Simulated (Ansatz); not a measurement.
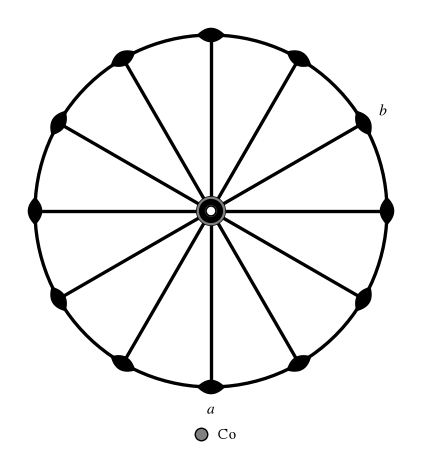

Directions from one cobalt atom at (0, 0, 0) to its bonded neighbours, in stereographic projection down c (filled: above the plane of the page or in it, open: below). Crystal: Co, coordinates from a relaxation with Ansatz 0.2.0, DFT, PBEsol, plane waves (420 eV) with PAW, scalar-relativistic; the starting structure was generated, so it need not be a known form of this composition. Geometry calculated from the standardised cell; symmetry tolerance 0.002 Å.

Neighbours are counted up to 2.49 Å for Co. The symmetry elements of the site are drawn in: heavy lines are mirror planes (a heavy rim: a mirror in the plane of the page); lens, triangle, square and hexagon are 2-, 3-, 4- and 6-fold axes, a lens in an open square is −4, a triangle in an open hexagon −6; thin dashed diameters join the ends of axes that lie in the page; a small open circle marks inversion.

```
Co
1.0
     3.85489    0.00000    0.00000
    -1.92745    3.33843    0.00000
     0.00000    0.00000    2.36112
Co
3
Direct
  0.00000 0.00000 0.00000
  0.33333 0.66667 0.50000
  0.66667 0.33333 0.50000
```

How many neighbours are there, and at what angles?

Answer. 2: 2 Co at 2.36 Å. Angles between bonds: 180° (1×).

What is the site's symmetry in the crystal?

Answer. Point group 6/mmm (D6h), order 24: one sixfold axis, six twofold axes, seven mirror planes, an inversion centre. In P6/mmm, No. 191 this is Wyckoff position 1a.
